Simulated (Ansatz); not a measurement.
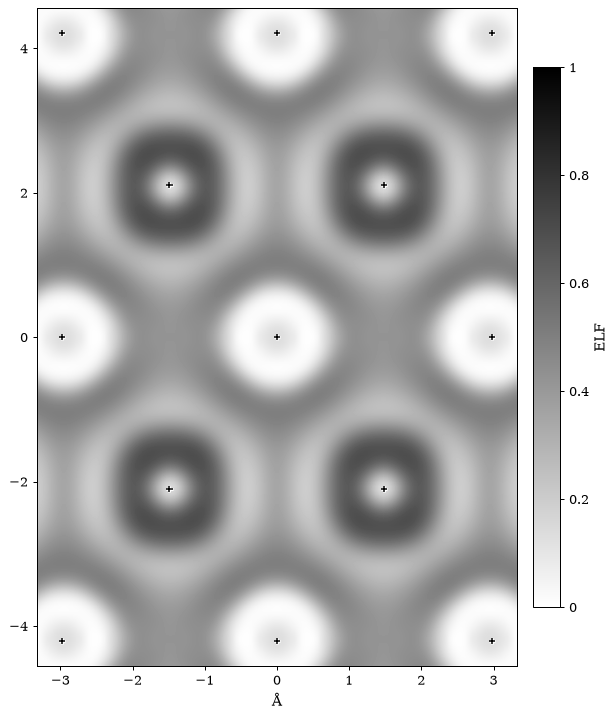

The ELF on a plane through atoms (crosses mark nuclei in the plane).

These are results of DFT PBEsol, scalar-relativistic, plane waves, PAW in Ansatz 0.2.0, not measurements.

Candidates:
A. Si$_{11}$W$_{8}$, a = 5.82 Å, b = 5.85 Å, c = 8.74 Å, α = 71.76°, β = 80.94°, γ = 81.46°. Space group P1; a generated structure, not necessarily the stable one.
B. MgO$_{2}$, a = 5.09 Å, b = 5.09 Å, c = 5.09 Å, α = 78.12°, β = 78.12°, γ = 78.12°. Space group R-3m; a structure from a database of computed crystals, not necessarily the ambient phase; not relaxed (largest force 0.3 eV/Å); computed pressure about −5 GPa in this cell.
C. AlRu, a = 2.98 Å, b = 2.98 Å, c = 2.98 Å, α = 90.00°, β = 90.00°, γ = 90.00°. Space group Pm-3m; a structure from a database of computed crystals, not necessarily the ambient phase; computed without spin polarisation.

Q: Which candidate gave the map?

A: Candidate C: AlRu on the (101̄) plane of the conventional cell, which holds Al and Ru. Al–Ru (2.58 Å): the ELF is about 0.40 at the midpoint.
